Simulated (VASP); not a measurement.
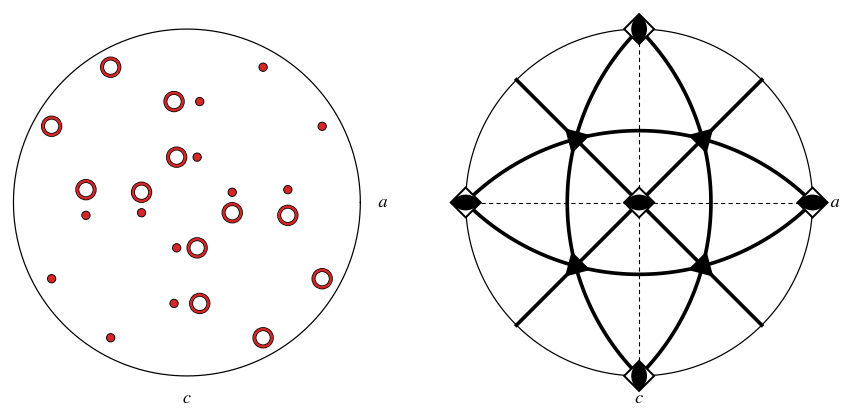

Stereographic projection: filled dots lie in the upper hemisphere, open rings in the lower; heavy lines are mirror planes (a heavy rim: a mirror in the plane of the page); lens, triangle, square and hexagon are 2-, 3-, 4- and 6-fold axes, a lens in an open square is −4, a triangle in an open hexagon −6; thin dashed diameters join the ends of axes that lie in the page; a small open circle marks inversion. The b axis points at the viewer. Left: one general form; right: the symmetry elements. Computed from the symmetry operations of a computed or model structure of composition GaAs.

> Which point group is this?

-43m (Td), order 24, cubic system: three −4 axes, four threefold axes, six mirror planes.

> Which physical properties does it allow?

It is not centrosymmetric; not polar, but piezoelectricity is allowed; it is not chiral.
